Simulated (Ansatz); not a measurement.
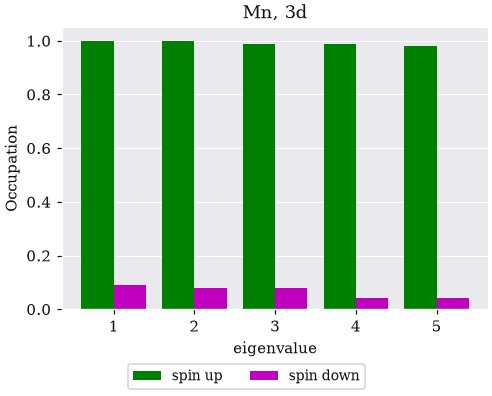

Eigenvalues of the local occupation matrix of the d shell (Löwdin-orthogonalised atomic projectors).

System: MnO, space group P6_3mc, 4 atoms in the cell, MnO type; a = 3.37 Å, b = 3.37 Å, c = 5.39 Å, α = 90.00°, β = 90.00°, γ = 120.00°.

Ansatz 0.2.0; DFT PBE+U, scalar-relativistic, plane waves, PAW, Ueff = 1.9 eV on Mn d, spin-polarised, 5×5×3 k mesh, 420 eV cutoff.

Q: What configuration do these occupations show?

A: Counting eigenvalues over 0.6 as filled, Mn has 5 filled d states (d⁵), 5 up and 0 down, high spin; the eigenvalues sum to 5.3. The small eigenvalues come from mixing with neighbours' orbitals.

The run may have settled in a state above the lowest, so this need not be the ground state. The atoms aren't at rest in this cell (largest force 0.8 eV/Å), so the relaxed material can differ. The k mesh is coarse for this system. The cell is at 9 GPa in this functional.
